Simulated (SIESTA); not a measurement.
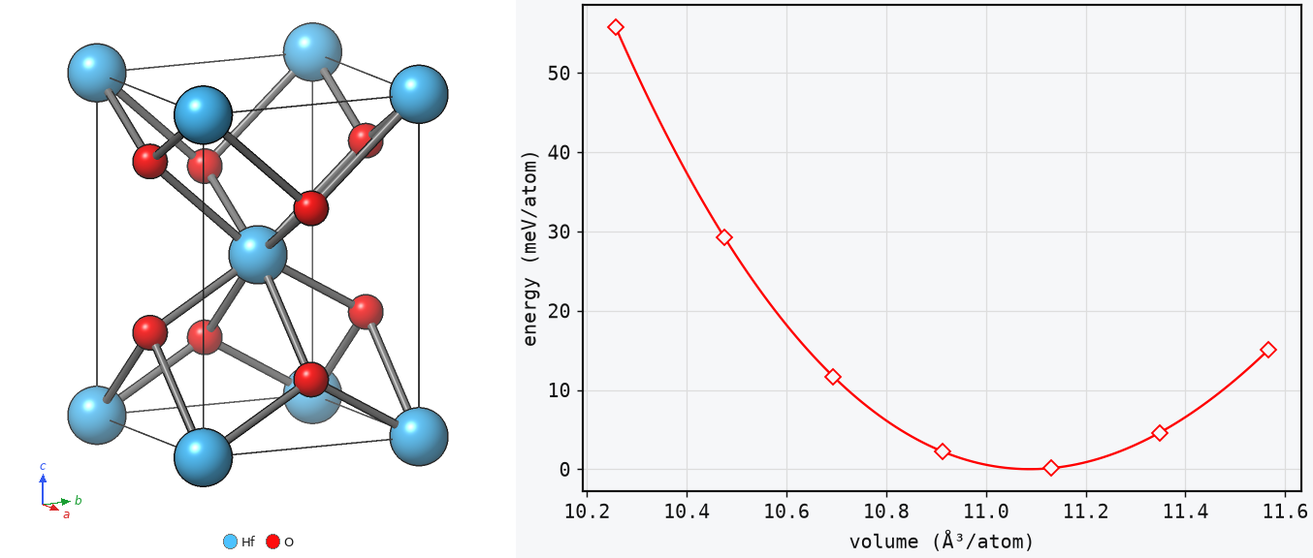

The plot gives the computed energy against volume for HfO₂, space group P4_2/nmc (No. 137). The conventional cell is drawn beside the plot.

Starting cell:
```
Hf O
1.0
     3.55802    0.00000    0.00000
     0.00000    3.55802    0.00000
     0.00000    0.00000    5.17186
Hf O
2 4
Direct
  0.00000 0.00000 0.00000
  0.50000 0.50000 0.50000
  0.00000 0.50000 0.19721
  0.50000 0.00000 0.30279
  0.50000 0.00000 0.80279
  0.00000 0.50000 0.69721
```

How it was computed, with SIESTA 5.4.2: DFT in numerical atomic orbitals with pseudopotentials, no spin polarisation; energies at scaled volumes of the given cell, shape and fractions fixed, counted from the fit's minimum, third-order Birch-Murnaghan fit. Level: PBEsol.

- k mesh: 8×8×5
- occupations: Fermi–Dirac
- smearing width: 0.05 eV
- potentials: PseudoDojo 0.4 standard, converted to PSML, two zetas on semicore shells
- program settings: basis DZP, mesh cutoff 800 Ry

From this curve and the settings, what does the calculation give for the pressure at the same points?

The pressure falls from 23.06 GPa at volume 10.26 Å³/atom to −9.75 GPa at 11.57 Å³/atom, and changes sign near 11.09 Å³/atom.

```tsv
volume (Å³/atom)	pressure (GPa)
10.26	23.06
10.48	16.04
10.69	9.86
10.91	4.14
11.13	-0.95
11.35	-5.54
11.57	-9.75
```

Limits of the calculation: mulliken charges of long orbitals; short basis over semicore shells; shape and atomic fractions are frozen while scaling, which makes layered, chain and framework solids too stiff.
